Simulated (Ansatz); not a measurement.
## BaWO4 (I4_1/a): band gap by G0W0 on r2SCAN

How far does one-shot GW move the r2SCAN gap of BaWO4 (I4_1/a)?

Main program and level: Ansatz 0.2.0; r2SCAN, then G0W0 on it, plane waves, PAW.

**Experimental background.**

- Gap 5.26 eV: direct gap from absorption edge with Urbach fit; optical absorption; 300 K; bulk crystal (thin cleaved platelet of Czochralski crystal, 10-30 um thick) (“Optical absorption of divalent metal tungstates: Correlation between the band-gap energy and the cation ionic radius”, 2008, arxiv:0807.2115).

## Step 1: The starting structure

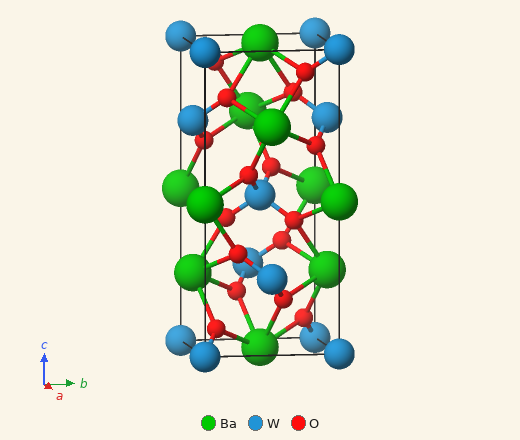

The starting structure, seen slightly off an axis (barium green, tungsten blue, oxygen red). This picture shows the conventional cell, with its axes. Bonds to atoms that aren't drawn are left out. Some periodic images of atoms are drawn too.

As a file:

```cif
data_structure
_symmetry_space_group_name_H-M 'I4_1/a:1'
_symmetry_Int_Tables_number 88
_cell_length_a 5.6667
_cell_length_b 5.6667
_cell_length_c 12.7385
_cell_angle_alpha 90.000
_cell_angle_beta 90.000
_cell_angle_gamma 90.000
_cell_volume 409.06
loop_
_atom_site_label
_atom_site_type_symbol
_atom_site_symmetry_multiplicity
_atom_site_Wyckoff_symbol
_atom_site_fract_x
_atom_site_fract_y
_atom_site_fract_z
_atom_site_occupancy
Ba1 Ba 4 b 0.50000 0.00000 0.25000 1
W1 W 4 a 0.00000 0.50000 0.25000 1
O1 O 16 f 0.62549 0.73075 0.42140 1
```

The cell and positions are those that the Materials Project relaxed with its own functionals (PBE, PBE+U or r2SCAN), kept fixed. At the settings of the band run the largest force is still 0.45 eV/Å. Spin-orbit coupling is left out unless a step names it. The default PAW set here is soft_2. Its files were made with PBE.

## Step 2: Bands along the symmetry lines

Levels along a band path and on the mesh show where this functional puts the band edges.

This step: DFT, r2SCAN, plane waves, PAW.

input.yaml reads:

```yaml
crystal:
  lattice:
    - [-2.833365905, 2.833365905, 6.36926687]
    - [2.833365905, -2.833365905, 6.36926687]
    - [2.833365905, 2.833365905, -6.36926687]
  atoms:
    - { symbol: Ba, position: [0.25, 0.75, 0.5] }
    - { symbol: Ba, position: [0.5, 0.5, 0.0] }
    - { symbol: W, position: [0.75, 0.25, 0.5] }
    - { symbol: W, position: [0.0, 0.0, 0.0] }
    - { symbol: O, position: [0.15214477, 0.04689186, 0.35623995] }
    - { symbol: O, position: [0.69065191, 0.79590482, 0.64376005] }
    - { symbol: O, position: [0.05934809, 0.45409518, 0.85623995] }
    - { symbol: O, position: [0.54590482, 0.40214477, 0.60525291] }
    - { symbol: O, position: [0.20409518, 0.84785523, 0.89474709] }
    - { symbol: O, position: [0.95310814, 0.30934809, 0.10525291] }
    - { symbol: O, position: [0.79689186, 0.94065191, 0.39474709] }
    - { symbol: O, position: [0.59785523, 0.20310814, 0.14376005] }
kpoints:
  mp_grid: { grid: [6, 6, 6] }
  band_path:
    path:
      - [[0.0, 0.0, 0.0], [0.0, 0.0, 0.5], [0.25, 0.25, 0.25], [0.0, 0.5, 0.0], [0.0, 0.0, 0.0], [0.5, 0.5, -0.5], [0.29947279, 0.70052721, -0.29947279]]
      - [[-0.29947279, 0.29947279, 0.29947279], [0.0, 0.0, 0.0]]
      - [[0.0, 0.0, 0.5], [-0.09894559, 0.09894559, 0.5]]
      - [[0.5, 0.5, -0.09894559], [0.5, 0.5, -0.5]]
    npoints: 10
hamiltonian:
  xc: r2scan
scf:
  occupations: { method: fermi_dirac, width: 0.02 }
  n_extra_bands: 8
output:
  eigenvalues: true
  forces: true
  stress: true
  write_density: true
  write_potential: true
  elf: true
  volumetric_format: npy
```

Command:

```console
$ ansatz run input.yaml --threads 3 --pin off --max-ram 92160MiB --backend cuda --events-out ev --progress --plain --runs-dir out --devices 1 --max-vram 13GiB
```

Numbers of over 12 decimals in the logs are rounded to 6 here.

The program printed:

```text
scf.n_extra_bands = 8 over 48 filled bands (N_el = 96.0): the run solves 56 bands
GPUs: using 1 of 1 available (devices: 1).
Engine: ansatz 0.2.0, x86_64-unknown-linux-gnu
Pseudopotentials: kind: paw
Pseudopotential: Ba, paw, valence charge 10, recommended cutoff 500 eV (meta_gga), Ba.paw.azcp
Pseudopotential: W, paw, valence charge 14, recommended cutoff 500 eV (meta_gga), W.paw.azcp
Pseudopotential: O, paw, valence charge 6, recommended cutoff 500 eV (meta_gga), O.paw.azcp
Functional definition: r2SCAN
  parameter k0 = 0.174
  parameter k1 = 0.065
  parameter a1 = 4.9479
  exchange = r2scan_x(k0 = k0, k1 = k1, a1 = a1)
  correlation = r2scan_c
device memory: the entry about to start is reckoned to put 5.2 GiB on a device that reports 25.3 GiB free (of which the cap on the GPU budget leaves the run 13.0 GiB)
GPU FFT provider: cuFFT
GPU libraries: cuBLAS 13.8.2, cuFFT 12.4.0, cuSOLVER 12.3.4
Crystal: 12 atoms, lattice volume = 204.529 Å³
Basis set: ecut = 500 eV, 5199 PW (Γ), exchange–correlation on 240×240×240 points (64 copies of the dense FFT grid, shifted against one another)
Bands: 56, of which v1, the nominal top of the filled ones, is band 48 counted from 1 (47 counted from 0)
Symmetry: 8 space group operations
Space group: I41/a (ITA 88), of the structure as read, at distance tolerance 5.9e-5 Å
k-points: 36 of 216
Non-local potential: Ba, projectors of the file, l = 0: 3, l = 1: 2, l = 2: 2, l = 3: 2
Non-local potential: W, projectors of the file, l = 0: 3, l = 1: 2, l = 2: 2, l = 3: 1
Non-local potential: O, projectors of the file, l = 0: 2, l = 1: 2, l = 2: 1
PAW form: soft (Blöchl's): semilocal exchange-correlation on the pseudo side does not see the compensation charge
PAW frozen core: Ba, regenerated for the run's functional (the file was generated under x = pbe(κ = 0.804, μ = 0.219515), c = pbe(β = 0.066725))
PAW frozen core: W, regenerated for the run's functional (the file was generated under x = pbe(κ = 0.804, μ = 0.219515), c = pbe(β = 0.066725))
PAW frozen core: O, regenerated for the run's functional (the file was generated under x = pbe(κ = 0.804, μ = 0.219515), c = pbe(β = 0.066725))
PAW one-centre angular grid: Ba, 302 points (default); XC on 160 Gauss nodes
PAW one-centre angular grid: W, 590 points (default); XC on 160 Gauss nodes
PAW one-centre angular grid: O, 302 points (default); XC on 160 Gauss nodes
Initial density: superposition of atomic densities (neutral atoms: chi_scale 0, normalization atom), corrected by the library's trained network
Initial wavefunctions: pseudopotential atomic-orbital guess
GPU buffer pool allocated for 216000 grid points (all kernels)
GPU transforms: local potential and band sums: pruned to the plane-wave sphere, on 60×60×60
Functional: x = r2scan, c = r2scan; τ floored in thin density (d = 2e-4 eV/Å³)
SCF iter   1: F=—  HF=-37285.697940 eV  |F-HF|=—  |Δ(HF+E_count)|=         —  Δρ=8.28e-3  dr2=1.85e-1  dr2_τ=7.35e-1  ethr=1.77e-3  ⟨swp⟩=8.1  Hψ=8965  notcnv=0
preconditioner: auto → Resta (q_TF=auto, 2.405 Å⁻¹)  ε∞=4.2  [insulator: Δε(μ)=5.311 eV  Ē_g=12.569 eV  σ=0.020 eV  W_gap=1.00  n_scr=36 (ndim 8)  ℏωp=22.6 eV  f_vac=0.061  D(μ)=0.00/eV (n_scr^D=0)  ε∞_Penn≈4.2]
SCF iter   2: F=—  HF=-37285.867225 eV  |F-HF|=—  |Δ(HF+E_count)|=   1.69e-1  Δρ=4.81e-3  dr2=1.85e-2  dr2_τ=1.33e-2  ethr=1.93e-4  ⟨swp⟩=2.9  Hψ=3957  notcnv=0  defer=143
SCF iter   3: F=—  HF=-37285.866995 eV  |F-HF|=—  |Δ(HF+E_count)|=   2.29e-4  Δρ=2.17e-3  dr2=6.75e-3  dr2_τ=6.06e-4  ethr=1.93e-5  ⟨swp⟩=2.0  Hψ=2882  notcnv=0  defer=143
SCF iter   4: F=—  HF=-37285.866434 eV  |F-HF|=—  |Δ(HF+E_count)|=   5.62e-4  Δρ=3.50e-4  dr2=2.10e-4  dr2_τ=2.80e-5  ethr=7.03e-6  ⟨swp⟩=2.0  Hψ=3458  notcnv=0  defer=143
SCF iter   5: F=—  HF=-37285.866298 eV  |F-HF|=—  |Δ(HF+E_count)|=   1.36e-4  Δρ=1.04e-4  dr2=3.29e-5  dr2_τ=1.59e-6  ethr=2.19e-7  ⟨swp⟩=2.0  Hψ=3225  notcnv=0  defer=143
SCF iter   6: F=—  HF=-37285.866462 eV  |F-HF|=—  |Δ(HF+E_count)|=   1.65e-4  Δρ=2.07e-5  dr2=1.05e-6  dr2_τ=1.31e-7  ethr=3.42e-8  ⟨swp⟩=2.4  Hψ=3424  notcnv=0  defer=143
SCF iter   7: F=-37285.866463 eV  HF=-37285.866463 eV  |F-HF|=3.07e-8  |Δ(HF+E_count)|=   4.42e-7  Δρ=5.30e-6  dr2=8.38e-8  dr2_τ=5.80e-9  ethr=1.04e-10  ⟨swp⟩=18.4  Hψ=24447  notcnv=0
SCF 1 converged in 7 iterations: F = -37285.866463 eV  dr2 = 8.38e-8
  greatest PAW one-centre occupation: 0.999 electrons in one spin orbital (limit 2), on the W atom at site 3 (counted from 0), in its partial waves of l = 0
device memory: the entry about to start is reckoned to put 3.0 GiB on a device that reports 21.9 GiB free (of which the cap on the GPU budget leaves the run 13.0 GiB)
NSCF: frozen V_eff on 94 k-points
SCF converged after 7 iterations
Free energy (F): -37285.866463 eV
Harris-Foulkes:  -37285.866463 eV  (|F-HF|=3.07e-8)
Internal energy: -37285.866463 eV  (E = F + TS)
E sigma→0 (E₀):  -37285.866463 eV
Fermi energy:    7.986406 eV
--- Per-component energies (eV) ---
  E_band       = -822.169846
  E_kinetic    = 2635.363767
  E_local      = -6734.876985  (includes V_loc(G=0)·N_el)
  E_nonlocal   = 489.960489
  E_hartree    = 2487.554908
  E_xc         = -1396.345524
  E_vxc        = -1657.812818  (∫ρ·V_xc dr)
  E_paw        = -28965.984384  (= ΣΔE_a)
  E_vpaw       = -627.584358  (= ΣTr[D̂ρ^β])
  E_aug_tail   = 0.008006  (compensation charges beyond the density's cutoff)
  E_vtau       = 97.648248  (kinetic-family band-sum trace: ∫τ·v_τ [+ j·A + Jᵃ·Aᵃ] dr)
  E_ewald      = -5800.256147
  E_core_change = -1.290593  (= ΣΔE_core)
  E_smearing   = -0.000000  (= −TS)
  E_closure    = 0.000000  (closes the sum)
  Σ components = -37285.866463   (vs F -37285.866463, Δ=0.00e0)
--- Forces (eV/Å), atoms counted from 1 ---
  atom   1  Ba     0.00000000     0.00000000     0.00000000
  atom   2  Ba     0.00000000    -0.00000000     0.00000000
  atom   3  W      0.00000000     0.00000000     0.00000000
  atom   4  W      0.00000000     0.00000000     0.00000000
  atom   5  O     -0.18268749    -0.32971010     0.24863861
  atom   6  O      0.18268749     0.32971010     0.24863861
  atom   7  O     -0.18268749    -0.32971010    -0.24863861
  atom   8  O     -0.32971010     0.18268749     0.24863861
  atom   9  O      0.32971010    -0.18268749    -0.24863861
  atom  10  O     -0.32971010     0.18268749    -0.24863861
  atom  11  O      0.32971010    -0.18268749     0.24863861
  atom  12  O      0.18268749     0.32971010    -0.24863861
  max |Σ_I F_I| component: 2.78e-17 eV/Å
--- Stress (GPa, compression-positive) ---
       -2.291691      -0.000002       0.000000
        0.000002      -2.291691       0.000000
        0.000000       0.000000      -2.147069
  P = ⅓ Tr σ = -2.2435 GPa (-22.435 kbar)
--- Band table (eV; the first three rows and the last of 36) ---
  k-point 0: bands = [... 44 lower, 4.9325, 5.1585, 5.4008, 5.4008, 10.5816, 10.7838, 10.9734, 11.1209, ... 4 higher]
  k-point 1: bands = [... 44 lower, 4.9733, 5.1217, 5.2352, 5.3604, 10.6735, 10.8387, 10.9443, 11.1772, ... 4 higher]
  k-point 2: bands = [... 44 lower, 5.0253, 5.0527, 5.1485, 5.2438, 10.7185, 10.7917, 10.9896, 11.1901, ... 4 higher]
  k-point 35: bands = [... 44 lower, 5.1399, 5.1399, 5.2997, 5.2997, 10.5588, 10.5588, 10.8363, 10.8363, ... 4 higher]
```

Run time: 17 s. Hardware: 1 × NVIDIA H100 80GB HBM3 (shared by 6 runs) with 3 threads of AMD EPYC 7R13 (Zen 3), shared host; peak memory 1.8 GiB.

This step gave:

| Quantity | Value |
| --- | --- |
| pressure | -2.243 GPa |
| filled bands | 48 |
| gap | 5.158 eV |
| valence top at | Γ |
| conduction bottom at | M |
| least direct gap | 5.181 eV |

Over mesh and path the gap is 5.158 eV, from k = Γ to k = (0.500, 0.500, -0.500). The least direct gap found is 5.181 eV, at k = Γ.

Electronic bands along the path, in eV, zero at the top of the highest nominally filled band:

```csv
point,band 45,band 46,band 47,band 48,band 49,band 50,band 51,band 52
Γ,-0.47,-0.24,0.00,0.00,5.18,5.38,5.57,5.72
X,-0.34,-0.34,-0.25,-0.25,5.29,5.29,5.72,5.72
P,-0.35,-0.35,-0.24,-0.24,5.30,5.30,5.70,5.70
N,-0.41,-0.37,-0.19,-0.11,5.42,5.48,5.57,5.67
Γ,-0.47,-0.24,0.00,0.00,5.18,5.38,5.57,5.72
M,-0.26,-0.26,-0.10,-0.10,5.16,5.16,5.44,5.44
S,-0.38,-0.28,-0.16,-0.08,5.42,5.47,5.54,5.55
jump to S0,-0.38,-0.28,-0.16,-0.08,5.42,5.47,5.54,5.55
Γ,-0.47,-0.24,0.00,0.00,5.18,5.38,5.57,5.72
jump to X,-0.34,-0.34,-0.25,-0.25,5.29,5.29,5.72,5.72
R,-0.34,-0.32,-0.24,-0.17,5.23,5.42,5.66,5.68
jump to G,-0.34,-0.32,-0.24,-0.17,5.23,5.42,5.66,5.68
M,-0.26,-0.26,-0.10,-0.10,5.16,5.16,5.44,5.44
```

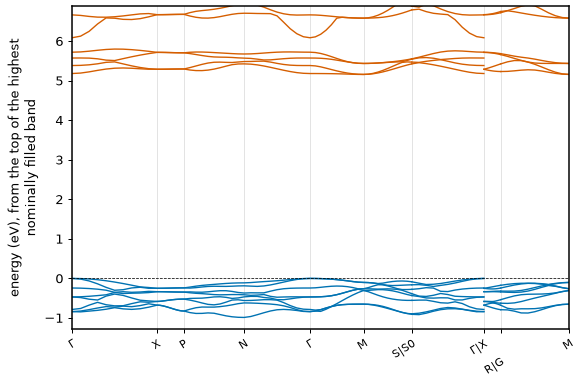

Electronic bands along the path; lines of filled and empty bands in two colours.

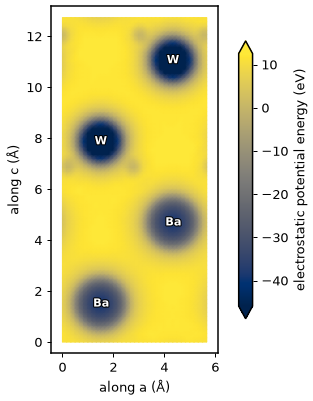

Electrostatic potential energy in the ac plane of the conventional cell at fractional y = 0.000, with atoms of Ba and W within 0.2 Å of it. With pseudopotentials it is smooth inside the atoms' cores, unlike the true potential. The map starts off the cell's origin, so that atoms lie inside it.

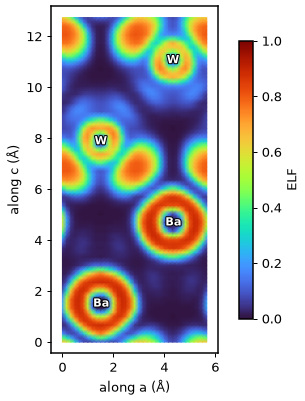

ELF in the ac plane of the conventional cell at fractional y = 0.000, with atoms of Ba and W within 0.2 Å of it. It is the smooth field of the valence electrons, not physical close to the nuclei. The map starts off the cell's origin, so that atoms lie inside it.

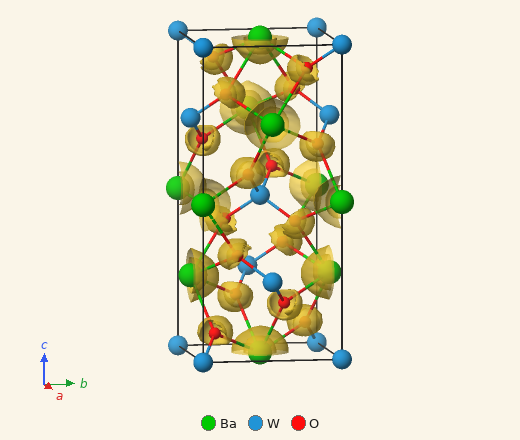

Surface of ELF = 0.81. Bonds to atoms that aren't drawn are left out.

[end of part 1 of 3]

[Paths, hosts, dates, memory and timing lines, banners, echoed tables and standing remarks are left out of the program output.]

[Logs are printed without paths, hosts, clocks, repeated set-up lines and the standing remarks that a program may print on its own settings, such as how far it seeks lower states.]

[Runs of the session that timed out or met a known fault of the program may be left out.]

[Cells called generated may have been cut or substituted from an entry of the Crystallography Open Database or the Materials Project.]

[Hosts, paths, dates, database ids (printed as entryN), source tags and the programs' standing remarks are cut or masked in the printed files.]

[Where an RPA ε∞ is given, it is that of the G0W0 mesh and is not shown converged in it. Names of k-points follow the symmetry that the program found, which can be lower than the space group named. Band edges on a path are those of the sampled points; other points can move an edge, and change direct to indirect where valleys lie close.]

[Hybrid gaps are those of their k-mesh and are not shown converged in it.]
